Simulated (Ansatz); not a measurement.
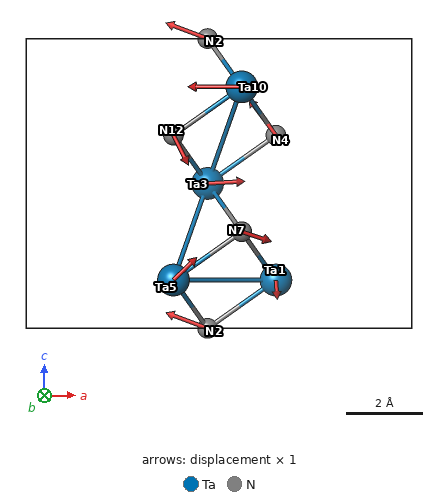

A relaxation of a wire of composition TaN. The starting structure is drawn; red arrows show the displacements (the part carried along by the change of the cell is left out), at their true length.

A ball-and-stick model of the cell of the calculation, with the vacuum cut short, seen along the b axis.

Case: wire along [1 1 1], 12 atoms a period.

These are results of DFT PBE, scalar-relativistic, plane waves, PAW (Ansatz), not measurements. (plane-wave cutoff 420 eV; k-point mesh 1 × 1 × 7; occupations gaussian; smearing width 0.05 eV; no spin polarisation; cell relaxed at fixed a, b, alpha, beta, gamma; force threshold 0.02 eV/Å; at most 45 steps)

### What happened in the run?

The energy falls by 12.748 eV per cell of the calculation in 26 accepted moves (32 points after the start). The largest force component goes from 5.4 to 0.0086 eV/Å. The line search rejected the trial steps at points 9, 11, 24, 26 of the run. The SCF was repeated twice at an unchanged geometry on a basis and grid sized afresh for the cell, which shifted the energy by 17.6 meV per cell of the calculation at most. The largest moves relative to the centre of the atoms, 1.47 Å, are those of Ta atoms. Largest moves by element: Ta 1.47 Å, N 1.22 Å. Along the periodic axis the drawn cell goes c 7.651 → 6.843 Å (−10.6 %). Some distances before and after: N–Ta 3.825 → 2.020 Å, N–Ta 3.825 → 2.053 Å, N–Ta 2.209 → 2.970 Å, Ta–Ta 3.123 → 2.573 Å. New bonds form, among them: N–Ta (3.83 → 2.02 Å), N–Ta (3.83 → 2.05 Å). Bonds break, among them: N–Ta (2.21 → 2.97 Å). Bond angles that change, for instance: Ta–N–Ta 180.0° → 139.9°, N–Ta–N 90.0° → 115.5°, Ta–N–Ta 90.0° → 75.4°. Cost: 4 min on 4 threads of Intel(R) Xeon(R) 6975P-C (Granite Rapids), on a shared host, peak memory 1.8 GiB.
